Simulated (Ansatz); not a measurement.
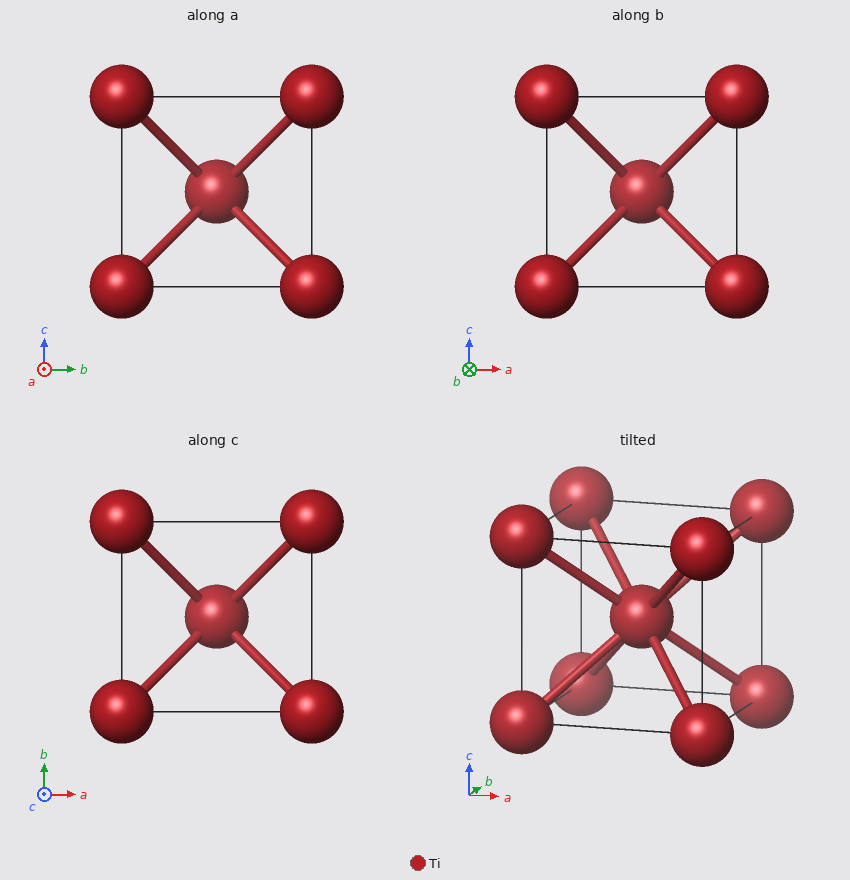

The image is a ball-and-stick drawing of a crystal, viewed along the a axis, along the b axis, along the c axis and slightly off an axis. The frame is the conventional unit cell; atoms at its boundary are shown with their periodic copies.

Lattice parameters: a = 3.210 Å, b = 3.210 Å, c = 3.210 Å, α = 90.00°, β = 90.00°, γ = 90.00°.

Question: Convert the drawing into a table of Wyckoff sites.

Answer: Space group Im-3m (No. 229).
```csv
atom,site,x,y,z
Ti,2a,0.0000,0.0000,0.0000
```

The initial geometry was a structure type filled with this element by a generator (whether the element takes this form wasn't checked). Relaxation method: DFT PBEsol, scalar-relativistic, plane waves, PAW in Ansatz 0.2.0.
